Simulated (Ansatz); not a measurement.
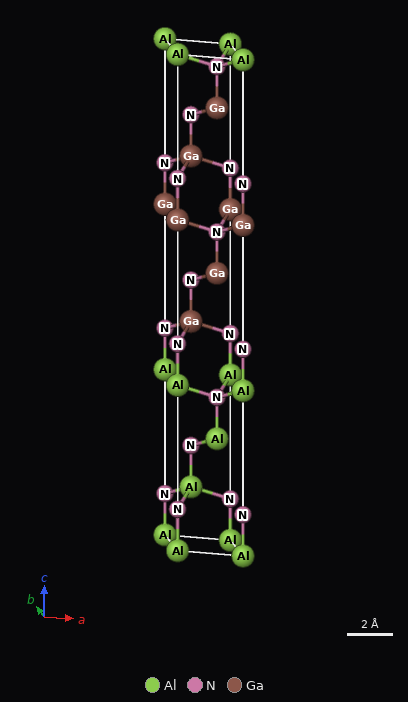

*The starting structure (ball-and-stick view of the cell of the calculation, seen slightly off an axis).*

Al$_{4}$Ga$_{5}$N$_{9}$: geometry relaxation (part 1 of 2)

Al$_{4}$Ga$_{5}$N$_{9}$ (P3m1, 18 atoms in the cell), computed with DFT r2SCAN, scalar-relativistic, plane waves, PAW, no spin polarisation (Ansatz 0.2.0).

The structure derives from a Materials Project entry. It belongs to a series of runs on one base structure; here: superlattice of 4 and 5 planes along [1 1 1].

## Log
```
Engine: ansatz 0.2.0, x86_64-unknown-linux-gnu
Pseudopotentials: kind: paw
Pseudopotential: Al, paw, valence charge 3, recommended cutoff 500 eV (meta_gga), Al.paw.azcp
Pseudopotential: N, paw, valence charge 5, recommended cutoff 500 eV (meta_gga), N.paw.azcp
Pseudopotential: Ga, paw, valence charge 13, recommended cutoff 500 eV (meta_gga), Ga.paw.azcp
Functional definition: r2SCAN
  parameter k0 = 0.174
  parameter k1 = 0.065
  parameter a1 = 4.9479
  exchange = r2scan_x(k0 = k0, k1 = k1, a1 = a1)
  correlation = r2scan_c
Crystal: 18 atoms, lattice volume = 197.065 Å³
Basis set: ecut = 500 eV, 5005 PW (Γ), exchange–correlation on 96×96×720 points (64 copies of the dense FFT grid, shifted against one another)
Bands: 79, of which v1, the nominal top of the filled ones, is band 61 counted from 1 (60 counted from 0)
Symmetry: 6 space group operations
Space group: P3m1 (ITA 156), of the structure as read, at distance tolerance 5.8e-5 Å
k-points: 38 of 288 (time reversal used)
Non-local potential: Al, projectors of the file, l = 0: 2, l = 1: 2, l = 2: 1
Non-local potential: N, projectors of the file, l = 0: 2, l = 1: 2, l = 2: 1
Non-local potential: Ga, projectors of the file, l = 0: 2, l = 1: 2, l = 2: 3, l = 3: 1
PAW form: soft (Blöchl's): semilocal exchange-correlation on the pseudo side does not see the compensation charge
PAW frozen core: Al, regenerated for the run's functional (the file was generated under x = pbe(κ = 0.804, μ = 0.2195149727645171), c = pbe(β = 0.06672455060314922))
PAW frozen core: N, regenerated for the run's functional (the file was generated under x = pbe(κ = 0.804, μ = 0.2195149727645171), c = pbe(β = 0.06672455060314922))
PAW frozen core: Ga, regenerated for the run's functional (the file was generated under x = pbe(κ = 0.804, μ = 0.2195149727645171), c = pbe(β = 0.06672455060314922))
PAW one-centre angular grid: Al, 302 points (default); XC on 160 Gauss nodes
PAW one-centre angular grid: N, 302 points (default); XC on 160 Gauss nodes
PAW one-centre angular grid: Ga, 590 points (default); XC on 160 Gauss nodes
Initial density: superposition of atomic densities (neutral atoms: chi_scale 0, normalization atom), corrected by the library's trained network
Initial wavefunctions: pseudopotential atomic-orbital guess
Functional: x = r2scan, c = r2scan; τ floored in thin density (d = 2e-4 eV/Å³)
SCF iter   1: F=—  HF=-24594.948516 eV  |F-HF|=—  |Δ(HF+E_count)|=         —  Δρ=1.04e-2  dr2=1.45e-1  dr2_τ=1.09e0  ethr=1.77e-3  ⟨swp⟩=6.6  Hψ=13107  notcnv=0  defer=142
preconditioner: auto → Resta (q_TF=auto, 2.519 Å⁻¹)  ε∞=4.0  [insulator: Δε(μ)=2.802 eV  Ē_g=16.941 eV  σ=0.020 eV  W_gap=1.00  n_scr=60 (ndim 8)  ℏωp=29.2 eV  f_vac=0.000  D(μ)=0.00/eV (n_scr^D=0)  ε∞_Penn≈4.0]
SCF iter   2: F=—  HF=-24595.383181 eV  |F-HF|=—  |Δ(HF+E_count)|=   4.35e-1  Δρ=5.50e-3  dr2=4.89e-2  dr2_τ=9.51e-4  ethr=1.19e-4  ⟨swp⟩=3.0  Hψ=6393  notcnv=0  defer=376
SCF iter   3: F=—  HF=-24595.377808 eV  |F-HF|=—  |Δ(HF+E_count)|=   5.37e-3  Δρ=3.16e-3  dr2=9.83e-3  dr2_τ=6.05e-4  ethr=4.01e-5  ⟨swp⟩=3.0  Hψ=5032  notcnv=0  defer=376
SCF iter   4: F=—  HF=-24595.376932 eV  |F-HF|=—  |Δ(HF+E_count)|=   8.76e-4  Δρ=4.34e-4  dr2=3.04e-4  dr2_τ=8.29e-5  ethr=8.06e-6  ⟨swp⟩=3.0  Hψ=5251  notcnv=0  defer=376
SCF iter   5: F=—  HF=-24595.376993 eV  |F-HF|=—  |Δ(HF+E_count)|=   6.01e-5  Δρ=1.47e-4  dr2=3.09e-5  dr2_τ=2.98e-6  ethr=2.49e-7  ⟨swp⟩=2.5  Hψ=4962  notcnv=0  defer=376
SCF iter   6: F=—  HF=-24595.376925 eV  |F-HF|=—  |Δ(HF+E_count)|=   6.78e-5  Δρ=4.03e-5  dr2=3.54e-6  dr2_τ=4.83e-7  ethr=2.53e-8  ⟨swp⟩=2.0  Hψ=4140  notcnv=0  defer=376
SCF iter   7: F=—  HF=-24595.376924 eV  |F-HF|=—  |Δ(HF+E_count)|=   3.07e-7  Δρ=1.44e-5  dr2=3.75e-7  dr2_τ=6.25e-8  ethr=2.90e-9  ⟨swp⟩=2.0  Hψ=4865  notcnv=0  defer=376
SCF iter   8: F=-24595.376924 eV  HF=-24595.376924 eV  |F-HF|=9.86e-10  |Δ(HF+E_count)|=   1.85e-8  Δρ=3.71e-6  dr2=2.57e-8  dr2_τ=1.53e-9  ethr=8.20e-11  ⟨swp⟩=15.5  Hψ=15597  notcnv=0
SCF 1 converged in 8 iterations: F = -24595.376924 eV  dr2 = 2.57e-8
  greatest PAW one-centre occupation: 0.995 electrons in one spin orbital (limit 2), on the Ga atom at site 16 (counted from 0), in its partial waves of l = 2
relax step   1: F+E_penalty+E_count = -24595.37692447 eV  Δ(F+E_penalty+E_count) = +0.000e0 eV  max|allowed force component| = 1.040e0 eV/Å  Δτ_max = 0.0000 Å  P = +0.395 GPa  Ω = 197.065 Å³  (8 SCF iters, dr2 threshold 1.00e-7 eV, accepted)
Crystal: 18 atoms, lattice volume = 197.288 Å³
Initial density: handed on by an earlier stage of this run
Initial wavefunctions: those handed on with the density
iter 1 solved again at ethr=1.44e-4 eV; its pass at ethr=3.10e-3 eV (dr2=1.76e-1 eV) is discarded
SCF iter   1: F=—  HF=-24595.415277 eV  |F-HF|=—  |Δ(HF+E_count)|=         —  Δρ=1.31e-2  dr2=1.78e-1  dr2_τ=6.89e-1  ethr=1.44e-4  ⟨swp⟩=3.8  Hψ=13174  notcnv=0
preconditioner: auto → Resta (q_TF=auto, 2.518 Å⁻¹)  ε∞=4.0  [insulator: Δε(μ)=2.634 eV  Ē_g=16.742 eV  σ=0.020 eV  W_gap=1.00  n_scr=60 (ndim 8)  ℏωp=29.2 eV  f_vac=0.000  D(μ)=0.00/eV (n_scr^D=0)  ε∞_Penn≈4.0]
SCF iter   2: F=—  HF=-24595.488123 eV  |F-HF|=—  |Δ(HF+E_count)|=   7.28e-2  Δρ=6.85e-3  dr2=4.44e-2  dr2_τ=1.10e-3  ethr=1.44e-4  ⟨swp⟩=4.4  Hψ=6591  notcnv=0
SCF iter   3: F=—  HF=-24595.487355 eV  |F-HF|=—  |Δ(HF+E_count)|=   7.68e-4  Δρ=1.27e-3  dr2=2.72e-3  dr2_τ=2.42e-4  ethr=3.64e-5  ⟨swp⟩=3.9  Hψ=6052  notcnv=0  defer=19
SCF iter   4: F=—  HF=-24595.488014 eV  |F-HF|=—  |Δ(HF+E_count)|=   6.59e-4  Δρ=5.34e-4  dr2=4.49e-4  dr2_τ=5.61e-5  ethr=2.23e-6  ⟨swp⟩=2.5  Hψ=5895  notcnv=0  defer=44
SCF iter   5: F=—  HF=-24595.487932 eV  |F-HF|=—  |Δ(HF+E_count)|=   8.15e-5  Δρ=1.85e-4  dr2=4.82e-5  dr2_τ=4.92e-6  ethr=3.68e-7  ⟨swp⟩=2.0  Hψ=5317  notcnv=0  defer=44
SCF iter   6: F=—  HF=-24595.487939 eV  |F-HF|=—  |Δ(HF+E_count)|=   6.31e-6  Δρ=6.82e-5  dr2=7.50e-6  dr2_τ=5.02e-7  ethr=3.95e-8  ⟨swp⟩=2.0  Hψ=5217  notcnv=0  defer=44
SCF iter   7: F=-24595.487938 eV  HF=-24595.487938 eV  |F-HF|=1.03e-7  |Δ(HF+E_count)|=   3.91e-7  Δρ=2.39e-5  dr2=1.02e-6  dr2_τ=9.48e-8  ethr=1.48e-9  ⟨swp⟩=9.2  Hψ=14607  notcnv=0
SCF 2 converged in 7 iterations: F = -24595.487938 eV  dr2 = 1.02e-6
relax step   2: F+E_penalty+E_count = -24595.48793831 eV  Δ(F+E_penalty+E_count) = -1.110e-1 eV  max|allowed force component| = 3.906e-1 eV/Å  Δτ_max = 0.0970 Å  P = -0.082 GPa  Ω = 197.288 Å³  energy of the carried Pulay correction = -1.042e-4 eV  (7 SCF iters, dr2 threshold 1.80e-6 eV, accepted)
Crystal: 18 atoms, lattice volume = 197.219 Å³
iter 1 solved again at ethr=1.24e-5 eV; its pass at ethr=3.10e-3 eV (dr2=1.51e-2 eV) is discarded
SCF iter   1: F=—  HF=-24595.495230 eV  |F-HF|=—  |Δ(HF+E_count)|=         —  Δρ=3.38e-3  dr2=1.61e-2  dr2_τ=5.47e-2  ethr=1.24e-5  ⟨swp⟩=4.1  Hψ=10795  notcnv=0
preconditioner: auto → Resta (q_TF=auto, 2.518 Å⁻¹)  ε∞=4.0  [insulator: Δε(μ)=2.619 eV  Ē_g=16.749 eV  σ=0.020 eV  W_gap=1.00  n_scr=60 (ndim 8)  ℏωp=29.2 eV  f_vac=0.000  D(μ)=0.00/eV (n_scr^D=0)  ε∞_Penn≈4.0]
SCF iter   2: F=—  HF=-24595.499633 eV  |F-HF|=—  |Δ(HF+E_count)|=   4.40e-3  Δρ=1.78e-3  dr2=3.45e-3  dr2_τ=8.16e-5  ethr=1.24e-5  ⟨swp⟩=3.9  Hψ=5915  notcnv=0
SCF iter   3: F=—  HF=-24595.499449 eV  |F-HF|=—  |Δ(HF+E_count)|=   1.83e-4  Δρ=3.36e-4  dr2=1.86e-4  dr2_τ=1.76e-5  ethr=2.83e-6  ⟨swp⟩=2.4  Hψ=5685  notcnv=0  defer=10
SCF iter   4: F=—  HF=-24595.499413 eV  |F-HF|=—  |Δ(HF+E_count)|=   3.68e-5  Δρ=1.38e-4  dr2=3.04e-5  dr2_τ=3.85e-6  ethr=1.53e-7  ⟨swp⟩=2.0  Hψ=5133  notcnv=0  defer=10
SCF iter   5: F=—  HF=-24595.499414 eV  |F-HF|=—  |Δ(HF+E_count)|=   1.05e-6  Δρ=4.63e-5  dr2=3.06e-6  dr2_τ=3.04e-7  ethr=2.49e-8  ⟨swp⟩=2.0  Hψ=5166  notcnv=0  defer=10
SCF iter   6: F=-24595.499414 eV  HF=-24595.499414 eV  |F-HF|=3.26e-7  |Δ(HF+E_count)|=   5.76e-7  Δρ=1.50e-5  dr2=3.45e-7  dr2_τ=3.25e-8  ethr=1.48e-9  ⟨swp⟩=8.9  Hψ=14175  notcnv=0
SCF 3 converged in 6 iterations: F = -24595.499414 eV  dr2 = 3.45e-7
relax step   3: F+E_penalty+E_count = -24595.49941397 eV  Δ(F+E_penalty+E_count) = -1.148e-2 eV  max|allowed force component| = 8.156e-2 eV/Å  Δτ_max = 0.0294 Å  P = -0.034 GPa  Ω = 197.219 Å³  energy of the carried Pulay correction = -7.196e-5 eV  (6 SCF iters, dr2 threshold 1.80e-6 eV, accepted)
Crystal: 18 atoms, lattice volume = 197.197 Å³
iter 1 solved again at ethr=2.89e-7 eV; its pass at ethr=3.10e-3 eV (dr2=3.53e-4 eV) is discarded
SCF iter   1: F=—  HF=-24595.499896 eV  |F-HF|=—  |Δ(HF+E_count)|=         —  Δρ=3.87e-4  dr2=3.65e-4  dr2_τ=2.55e-4  ethr=2.89e-7  ⟨swp⟩=2.8  Hψ=9314  notcnv=0
preconditioner: auto → Resta (q_TF=auto, 2.518 Å⁻¹)  ε∞=4.0  [insulator: Δε(μ)=2.659 eV  Ē_g=16.763 eV  σ=0.020 eV  W_gap=1.00  n_scr=60 (ndim 8)  ℏωp=29.2 eV  f_vac=0.000  D(μ)=0.00/eV (n_scr^D=0)  ε∞_Penn≈4.0]
SCF iter   2: F=—  HF=-24595.499945 eV  |F-HF|=—  |Δ(HF+E_count)|=   4.83e-5  Δρ=2.04e-4  dr2=6.35e-5  dr2_τ=8.05e-7  ethr=2.89e-7  ⟨swp⟩=2.4  Hψ=4394  notcnv=0
SCF iter   3: F=—  HF=-24595.499936 eV  |F-HF|=—  |Δ(HF+E_count)|=   8.14e-6  Δρ=4.20e-5  dr2=2.98e-6  dr2_τ=3.28e-7  ethr=5.21e-8  ⟨swp⟩=2.1  Hψ=4060  notcnv=0
SCF iter   4: F=—  HF=-24595.499937 eV  |F-HF|=—  |Δ(HF+E_count)|=   3.77e-7  Δρ=1.80e-5  dr2=5.92e-7  dr2_τ=8.33e-8  ethr=3.41e-10  ⟨swp⟩=10.6  Hψ=15465  notcnv=0
SCF iter   5: F=-24595.499937 eV  HF=-24595.499937 eV  |F-HF|=1.61e-8  |Δ(HF+E_count)|=   5.26e-9  Δρ=5.15e-6  dr2=4.97e-8  dr2_τ=3.48e-9  ethr=3.41e-10  ⟨swp⟩=4.1  Hψ=9905  notcnv=0
SCF 4 converged in 5 iterations: F = -24595.499937 eV  dr2 = 4.97e-8
  greatest PAW one-centre occupation: 0.995 electrons in one spin orbital (limit 2), on the Ga atom at site 8 (counted from 0), in its partial waves of l = 2
relax step   4: F+E_penalty+E_count = -24595.49993684 eV  Δ(F+E_penalty+E_count) = -5.229e-4 eV  max|allowed force component| = 5.117e-3 eV/Å  Δτ_max = 0.0021 Å  P = -0.004 GPa  Ω = 197.197 Å³  energy of the carried Pulay correction = -6.167e-5 eV  (5 SCF iters, dr2 threshold 4.16e-7 eV, accepted)
Initial wavefunctions: pseudopotential atomic-orbital guess (no wavefunctions were taken with the density)
iter 1 solved again at ethr=1.66e-8 eV; its pass at ethr=3.10e-3 eV (dr2=2.03e-5 eV) is discarded
SCF iter   1: F=—  HF=-24595.500066 eV  |F-HF|=—  |Δ(HF+E_count)|=         —  Δρ=3.60e-5  dr2=9.59e-8  dr2_τ=5.39e-9  ethr=1.66e-8  ⟨swp⟩=6.4  Hψ=22847  notcnv=0  defer=5
preconditioner: auto → Resta (q_TF=auto, 2.518 Å⁻¹)  ε∞=4.0  [insulator: Δε(μ)=2.667 eV  Ē_g=16.766 eV  σ=0.020 eV  W_gap=1.00  n_scr=60 (ndim 8)  ℏωp=29.2 eV  f_vac=0.000  D(μ)=0.00/eV (n_scr^D=0)  ε∞_Penn≈4.0]
SCF iter   2: F=—  HF=-24595.499994 eV  |F-HF|=—  |Δ(HF+E_count)|=   7.23e-5  Δρ=1.82e-5  dr2=2.92e-8  dr2_τ=1.95e-7  ethr=7.86e-11  ⟨swp⟩=2.2  Hψ=5368  notcnv=0
SCF iter   3: F=—  HF=-24595.499997 eV  |F-HF|=—  |Δ(HF+E_count)|=   3.27e-6  Δρ=4.13e-6  dr2=4.27e-9  dr2_τ=9.27e-9  ethr=2.39e-11  ⟨swp⟩=2.0  Hψ=5308  notcnv=0
SCF iter   4: F=—  HF=-24595.499997 eV  |F-HF|=—  |Δ(HF+E_count)|=   1.61e-7  Δρ=1.02e-6  dr2=4.23e-10  dr2_τ=5.28e-10  ethr=3.50e-12  ⟨swp⟩=2.0  Hψ=5311  notcnv=0
SCF iter   5: F=-24595.499997 eV  HF=-24595.499997 eV  |F-HF|=1.64e-10  |Δ(HF+E_count)|=   7.69e-9  Δρ=2.28e-7  dr2=7.62e-11  dr2_τ=2.22e-11  ethr=1.00e-12  ⟨swp⟩=7.5  Hψ=11327  notcnv=0
SCF 5 converged in 5 iterations: F = -24595.499997 eV  dr2 = 7.62e-11
relax step   5: F+E_penalty+E_count = -24595.49999725 eV  Δ(F+E_penalty+E_count) = -6.041e-5 eV  max|allowed force component| = 5.228e-3 eV/Å  Δτ_max = 0.0000 Å  P = -0.004 GPa  Ω = 197.197 Å³  stress off target by 3.17e-2 GPa  SCF on the basis re-selected at this cell (its energy is not comparable with the rows above)  (5 SCF iters)
```

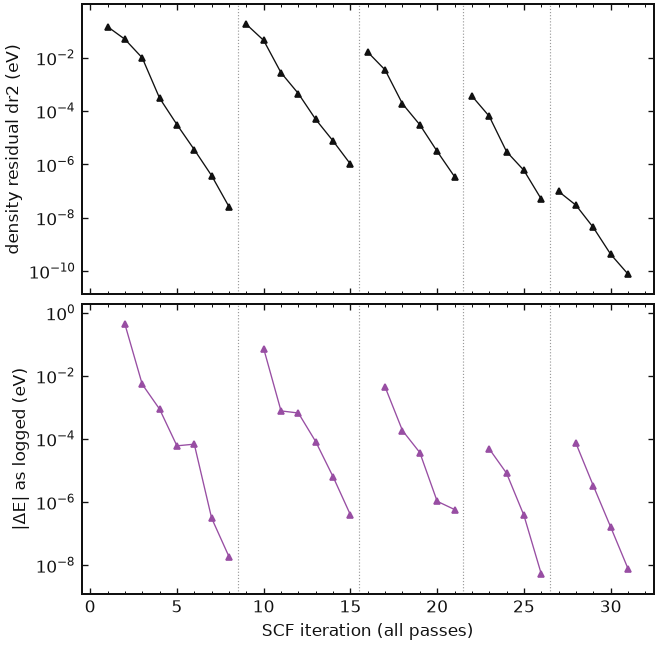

*Convergence of the self-consistent field: density residual dr2 and size of the energy change against the SCF iteration. The dotted lines part the SCF passes of the relaxation: geometry steps, rejected trials and re-solves on a re-selected basis.*

The 5 passes take 5 to 8 iterations each, 31 in all.

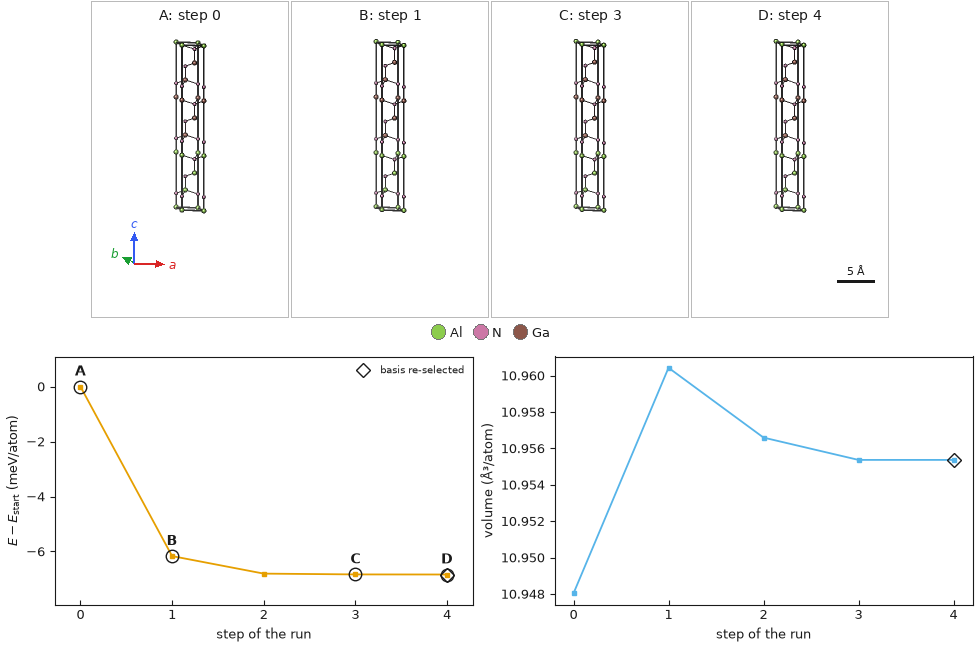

*Frames of the relaxation (ball-and-stick view of the cell of the calculation, seen slightly off an axis) above the curves, on which the letters mark them (the first geometry is step 0 here and step 1 in the log).*

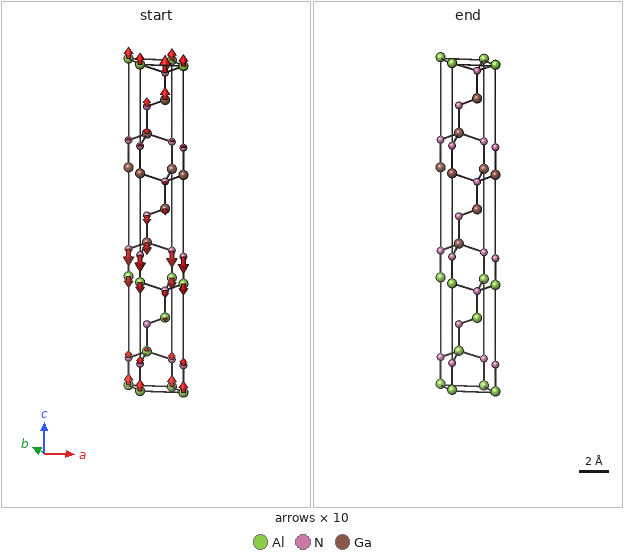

*Before (left) and after (right) the relaxation, at one scale (ball-and-stick view of the cell of the calculation, seen slightly off an axis). The red arrows give the displacements, magnified 10 times.*

The largest moves relative to the cell, 0.13 Å, are those of N8 and N18. By element the largest moves are N 0.13 Å, Ga 0.09 Å, Al 0.09 Å. The drawn cell changes as follows: a = b stay at 3.140 Å, c 23.076 → 23.088 Å (+0.1 %); the volume changes by +0.1 %. Among the contacts that change: Al7–N8 1.923 → 1.883 Å, Ga17–N18 1.923 → 1.958 Å, Al1–N2 1.923 → 1.894 Å, Ga11–N12 1.923 → 1.946 Å. The space group stays P3m1 (No. 156). The energy falls by 6.8 meV per atom in 3 geometry steps. The largest force component goes from 1 to 0.0052 eV/Å. The pressure goes from 0.39 to 0.00 GPa. A last SCF at the same geometry on a re-selected plane-wave basis shifts the energy by next to nothing (0.0 meV per atom). (Atoms are counted from 1 in the order of the input.)

```
basis re-selected at this cell: Δ(F+E_penalty+E_count) = -6.041e-5 eV, ΔP = -0.000 GPa vs the last step (what re-selecting the basis moved, of the pressure what is left beyond the Pulay correction that the steps carried, after the strain that the cell walked since its last selection, with what the two solves' SCF thresholds leave and, on support functions, any second-order correction that the steps lacked; it is no measure of the basis error at this ecutwfc). This SCF's stress stands 3.17e-2 GPa from its target on what of the cell is left free (relax.cell.stress_tol is 5.00e-2 GPa) and its largest allowed force component is 5.23e-3 eV/Å (relax.f_tol is 1.00e-2 eV/Å): within both
SCF converged after 5 iterations
Free energy (F): -24595.499997 eV
Harris-Foulkes:  -24595.499997 eV  (|F-HF|=1.64e-10)
Internal energy: -24595.499997 eV  (E = F + TS)
E sigma→0 (E₀):  -24595.499997 eV
Fermi energy:    10.016818 eV
--- Per-component energies (eV) ---
  E_band       = -64.457253
  E_kinetic    = 1876.795026
  E_local      = -29426.512130  (includes V_loc(G=0)·N_el)
  E_nonlocal   = 2598.445651
  E_hartree    = 14185.099033
  E_xc         = -1004.340568
  E_vxc        = -1194.984598  (∫ρ·V_xc dr)
  E_paw        = -13094.938691  (= ΣΔE_a)
  E_vpaw       = -2353.274414  (= ΣTr[D̂ρ^β])
  E_aug_tail   = -0.000059  (compensation charges beyond the density's cutoff)
  E_vtau       = 64.875557  (kinetic-family band-sum trace: ∫τ·v_τ [+ j·A + Jᵃ·Aᵃ] dr)
  E_ewald      = 273.723604
  E_core_change = -3.771863  (= ΣΔE_core)
  E_smearing   = -0.000000  (= −TS)
  E_closure    = -0.000000  (closes the sum)
  Σ components = -24595.499997   (vs F -24595.499997, Δ=0.00e0)
--- Forces (eV/Å), atoms counted from 1 ---
  atom   1  Al    -0.00000000     0.00000000     0.00344800
  atom   2  N      0.00000000    -0.00000000    -0.00364280
  atom   3  Al    -0.00000000     0.00000000     0.00415554
  atom   4  N      0.00000000    -0.00000000    -0.00432055
  atom   5  Al    -0.00000000     0.00000000     0.00524148
  atom   6  N      0.00000000    -0.00000000    -0.00452495
  atom   7  Al    -0.00000000     0.00000000     0.00029006
  atom   8  N      0.00000000    -0.00000000     0.00349617
  atom   9  Ga    -0.00000000     0.00000000     0.00231281
  atom  10  N      0.00000000    -0.00000000    -0.00052032
  atom  11  Ga    -0.00000000     0.00000000    -0.00131011
  atom  12  N      0.00000000    -0.00000000     0.00179549
  atom  13  Ga    -0.00000000     0.00000000    -0.00186429
  atom  14  N      0.00000000    -0.00000000     0.00144301
  atom  15  Ga    -0.00000000     0.00000000    -0.00225964
  atom  16  N      0.00000000    -0.00000000     0.00360500
  atom  17  Ga    -0.00000000     0.00000000    -0.00345708
  atom  18  N      0.00000000    -0.00000000    -0.00365174
  max |Σ_I F_I| component: 2.36e-4 eV/Å
--- Stress (GPa, compression-positive) ---
       -0.021941       0.000000       0.000000
        0.000000      -0.021941      -0.000000
        0.000000      -0.000000       0.031701
  P = ⅓ Tr σ = -0.0041 GPa (-0.041 kbar)
--- Band table (eV; the first three rows and the last of 38) ---
```
